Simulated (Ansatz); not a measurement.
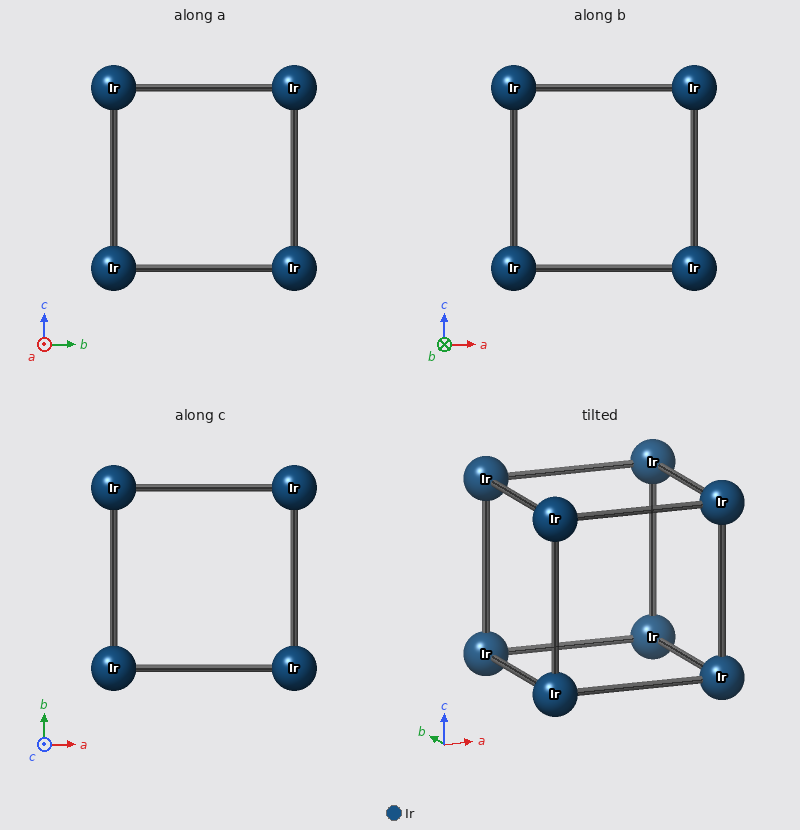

View along the a axis, along the b axis, along the c axis and slightly off an axis, drawn as a ball-and-stick model. The lines enclose the conventional unit cell; boundary atoms appear with their images.

Lattice parameters: a = 2.617 Å, b = 2.617 Å, c = 2.617 Å, α = 90.00°, β = 90.00°, γ = 90.00°.

Question: Write the structure as a table of Wyckoff sites.

Answer: Space group Pm-3m (No. 221).
```csv
atom,site,x,y,z
Ir,1a,0.0000,0.0000,0.0000
```

Origin of the cell: a structure type filled with this element by a generator (whether the element takes this form wasn't checked). Earlier steps of the study may have refined or changed the cell and positions. A calculation with Ansatz used it as input.
